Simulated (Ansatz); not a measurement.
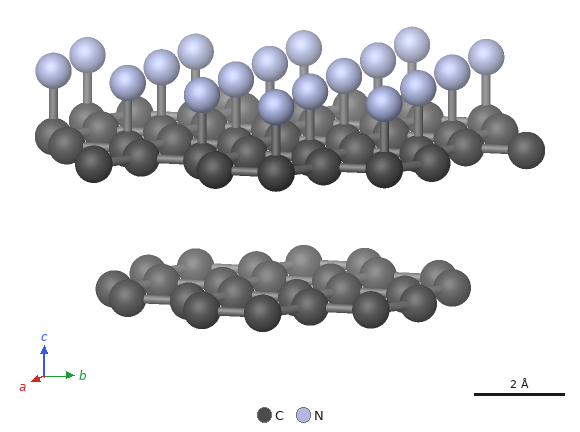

Starting structure of a slab of composition C$_{10}$N (cut from the P6_3/mmc phase). A ball-and-stick model of the atoms within 5.8 Å of the atom that moves most (axes of the 3 × 3 repeat of the cell, outlined in the plane, without the vacuum), seen slightly off an axis.

Case: N put at a top C site. The slab is the (0 0 1) face of C with N on it. 4 atoms are held fixed.

All numbers below come from Ansatz 0.2.0, DFT PBE+D3(BJ), scalar-relativistic, plane waves, PAW.

Input
```yaml
crystal:
  lattice:
    - [2.4649634496, 0.0, 0.0]
    - [-1.2324817248, 2.1347209667, 0.0]
    - [0.0, 0.0, 32.4810787455]
  atoms:
    - { symbol: C, position: [0.0, 0.0, 0.2616908208] }
    - { symbol: C, position: [0.6666666667, 0.3333333333, 0.2616908159] }
    - { symbol: C, position: [0.0, 0.0, 0.3654518342] }
    - { symbol: C, position: [0.3333333333, 0.6666666667, 0.3654518293] }
    - { symbol: C, position: [0.0, 0.0, 0.4692128476] }
    - { symbol: C, position: [0.6666666667, 0.3333333333, 0.4692128427] }
    - { symbol: C, position: [0.0, 0.0, 0.572973861] }
    - { symbol: C, position: [0.3333333333, 0.6666666667, 0.5729738562] }
    - { symbol: C, position: [0.0, 0.0, 0.6767348744] }
    - { symbol: C, position: [0.6666666667, 0.3333333333, 0.6767348696] }
    - { symbol: "N", position: [0.0, 0.0, 0.7222998636] }
basis:
  ecutwfc: 420
kpoints:
  mp_grid: { grid: [12, 12, 1] }
hamiltonian:
  xc: pbe
  dispersion: d3bj
scf:
  occupations: { method: gaussian, width: 0.1 }
output:
  forces: true
  eigenvalues: true
relax:
  adjacent_minimum: "off"
  f_tol: 0.03
  max_steps: 70
  constraints: [{ sites: [0, 1, 2, 3] }]
efield:
  axis: 3
  dipole_correction: true
```

**Predict the outcome.**

The atom that moves furthest is C10 (0.23 Å along the normal (−c)). By element the largest moves are C 0.23 Å, N 0.06 Å. The lattice vectors keep their values. Among the contacts that change: C9–C10 1.423 → 1.459 Å, C9–N11 1.480 → 1.454 Å. Bond angles that change, for instance: C10–C9–N11 90.0° → 102.7°, C10–C9–C10 120.0° → 115.3°. The energy falls by 0.497 eV per cell of the calculation in 5 accepted moves (6 points after the start). The largest force component goes from 2.8 to 0.01 eV/Å. 1 step only repeated the SCF at the same geometry. The run took roughly 80 core-seconds on a shared host.

After the run, drawn alike:

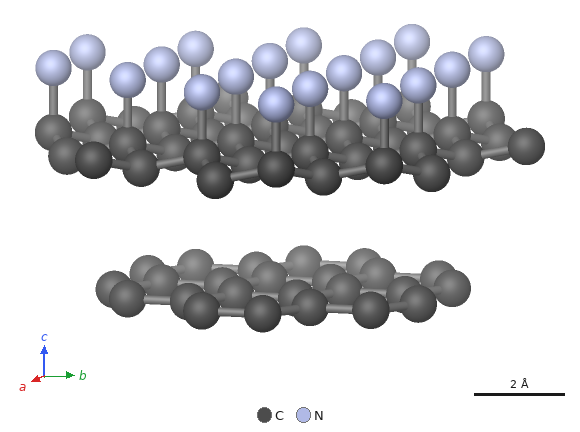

Limits of the set-up: the cell has an odd number of electrons but was run without spin polarisation; the periodic images lie only 2.5 Å apart, so the values are limited by the cell's size.
